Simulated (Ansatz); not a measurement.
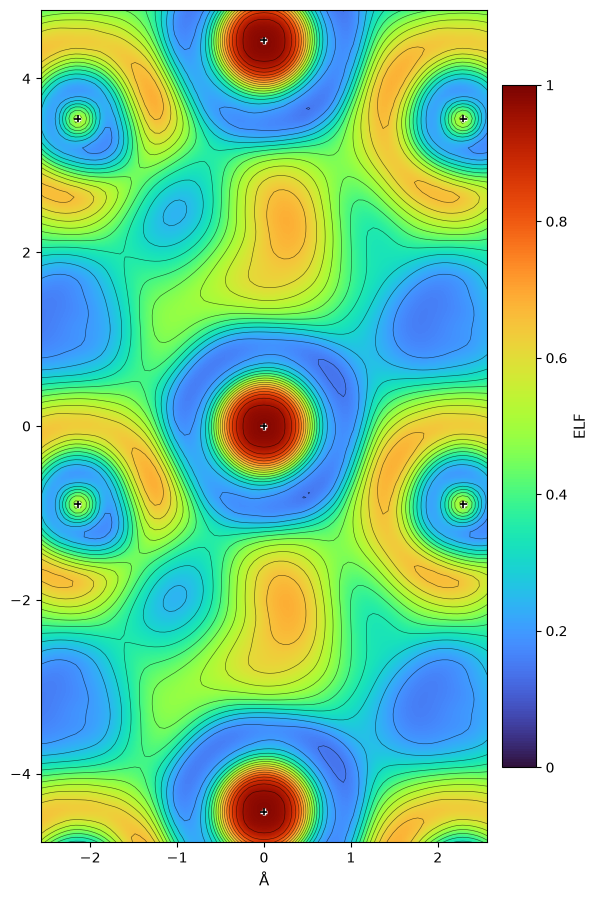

The electron localisation function on a plane through atoms (crosses mark nuclei in the plane).

These are results of Kohn-Sham DFT of a periodic cell, PBEsol, Ansatz PAW in Ansatz 0.2.0, not measurements.

Candidates:
A. CoSi, a = 4.44 Å, b = 4.44 Å, c = 4.44 Å, α = 90.00°, β = 90.00°, γ = 90.00°. Space group P2₁3; spin-polarised.
B. Zn12H2O (slab), a = 5.33 Å, b = 4.95 Å, c = 23.93 Å, α = 90.00°, β = 90.00°, γ = 90.00°. Not relaxed (largest force 0.5 eV/Å).
C. Ag, a = 3.23 Å, b = 3.23 Å, c = 3.23 Å, α = 90.00°, β = 90.00°, γ = 90.00°. Space group Im-3m; a structure from a database of computed crystals, not necessarily the ambient phase.

Q: Which candidate gave the map?

A: Candidate A: CoSi on the (010) plane of the conventional cell, which holds Co and Si. Co–Si (2.33 Å): the ELF peaks at about 0.70 in the valence shell of Si, 0.9 Å from its nucleus, and is about 0.45 at the midpoint. Co–Si (2.47 Å): the ELF peaks at about 0.70 in the valence shell of Si, 0.9 Å from its nucleus, and is about 0.45 at the midpoint.
